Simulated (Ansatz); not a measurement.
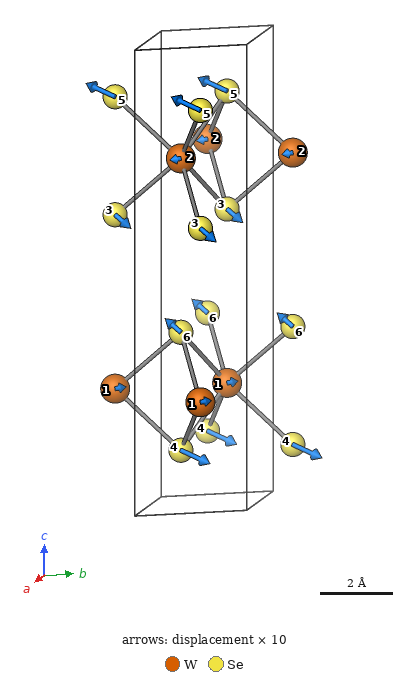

A relaxation of solid WSe₂ (set up in P6_3/mmc). The starting structure is drawn; blue arrows show the displacements (the part carried along by the change of the cell is left out), magnified 10 times.

Style: ball-and-stick. Shown: the cell of the calculation, slightly off an axis.

All numbers below come from DFT PBEsol, scalar-relativistic, plane waves, PAW in Ansatz. Settings: plane-wave cutoff 420 eV; k-point mesh 12 × 12 × 2; occupations gaussian; smearing width 0.05 eV; no spin polarisation.

Which element moves most?

Selenium: up to 0.11 Å, against 0.04 Å for tungsten.

What happened in the run?

The largest moves relative to the cell, 0.11 Å, are those of Se4 and Se5. Se4 goes in a general direction near [1 1 0]. By element the largest moves are Se 0.11 Å, W 0.04 Å. Cell: a 3.271 → 3.209 Å (−1.9 %), b 3.271 → 3.133 Å (−4.2 %), c 13.221 → 13.073 Å (−1.1 %), α 90.0° → 88.2°, β 90.0° → 88.9°, γ 120.0° → 116.4°. Volume −4.0 %. Near-neighbour distances that change, for instance: W1–W1 3.271 → 3.133 Å, W1–W1 (another image) 3.271 → 3.209 Å, W1–Se4 2.524 → 2.488 Å, W1–Se4 (another image) 2.524 → 2.541 Å. Among the angles between lasting bonds that change: Se3–W2–Se5 136.1° → 139.9°, W1–Se6–W1 80.8° → 77.4°, Se3–W2–Se3 80.8° → 77.4°. The space group (tolerance 0.01 Å) goes from P6_3/mmc (No. 194) to P-1 (No. 2).

Limits of the set-up: layers or molecules are held without a dispersion correction, so their spacing is unreliable.
